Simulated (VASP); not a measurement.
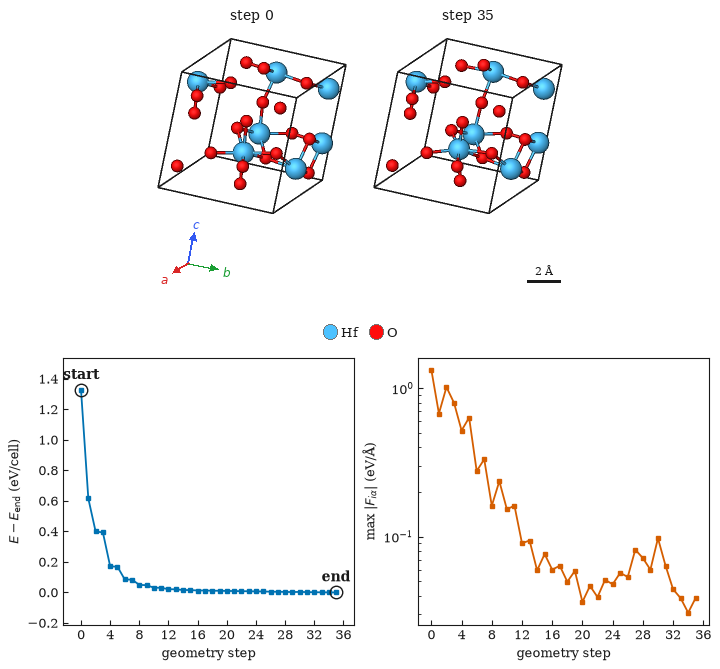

First and last geometry of a relaxation of a defect cell of composition Hf₇O₁₆, with the history of the run. A ball-and-stick model of the cell of the calculation, reduced to other axes (origin shifted), seen slightly off an axis. Lengths and directions refer to the drawn axes.

The run lets the atoms move in a fixed cell.

These are results of VASP, Kohn-Sham DFT of a periodic cell, PBEsol, VASP PAW PBE potentials, recommended, not measurements.

The input:
```
SYSTEM = Hf7O16
PREC = Accurate
ENCUT = 450
EDIFF = 1E-5
ISMEAR = 0
SIGMA = 0.03
LREAL = Auto
LASPH = .TRUE.
NELM = 120
ALGO = Normal
ISIF = 2
LWAVE = .FALSE.
LCHARG = .FALSE.
ISPIN = 2
MAGMOM = 0 0 0 0 0 0 0 0 0.29 0.29 0 0.29 0 0.29 0 0.29 0 0.29 0 0 0 0 0.29
LORBIT = 11
LMAXMIX = 4
GGA = PS
IBRION = 2
NSW = 40
EDIFFG = -0.03
KPAR = 4
```

Launched with:
```bash
cat potpaw_PBE.64/Hf_pv/POTCAR potpaw_PBE.64/O/POTCAR > POTCAR
mpirun -np 4 vasp_std > vasp.out
```

Question: Read the history and describe the run.

Answer: The run was cut off at its time limit before the relaxation converged, so the last structure is only a point on the way. The largest move is that of an O atom, 0.31 Å along [0 1 1]. Largest moves by element: O 0.31 Å, Hf 0.22 Å. The cell doesn't change. Among the contacts that change: Hf–O 2.124 → 2.336 Å, Hf–Hf 3.307 → 3.511 Å, Hf–O 2.248 → 2.066 Å, Hf–O 2.229 → 2.049 Å. Bond angles that change, for instance: Hf–O–Hf 144.6° → 155.2°, Hf–O–Hf 111.0° → 100.8°, Hf–O–Hf 104.1° → 113.1°. Over 35 geometry steps the energy falls by 1.326 eV per cell of the calculation. Largest force component: 1.3 eV/Å at the start, 0.039 eV/Å at the end.

Limits of the set-up: the periodic images lie only 6.7 Å apart, so the values are limited by the cell's size.
